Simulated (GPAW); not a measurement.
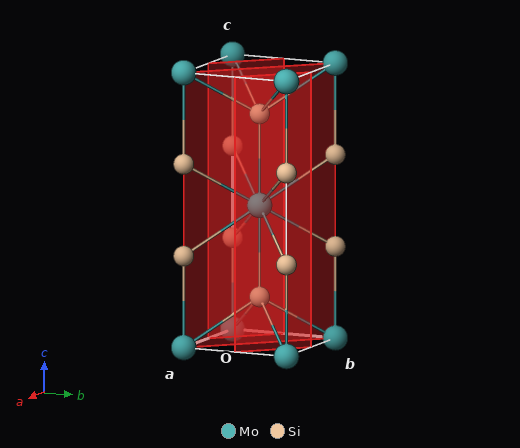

Every member of one family of equally spaced planes, hx + ky + lz = a whole number, that cuts the unit cell is shaded (one member passes through the origin O, touching the cell only at an edge or corner). Crystal: Si₂Mo, an entry of the Crystallography Open Database, as set up for an electronic-structure calculation. All values are computed from the atomic coordinates in the standard setting (tolerance 0.002 Å).

a = 3.200 Å, b = 3.200 Å, c = 7.861 Å, α = 90.00°, β = 90.00°, γ = 90.00°.

Q: Which (hkl) family is drawn?

A: (2 2 0); the opposite sign names the same planes. The member next to the origin meets the axes a at 1/2, b at 1/2, c never.

Q: What is the spacing?

A: d = 1.131 Å.

Q: Which atoms of the cell lie in these planes (within 0.03 Å)?

A: all 2 Mo, all 4 Si.

Q: The space group is No. 139, I4/mmm. How many reflections hkl are equivalent to this one (itself included), and does it occur?

A: 4 reflections are equivalent in the Laue class 4/mmm. The space group allows the reflection.
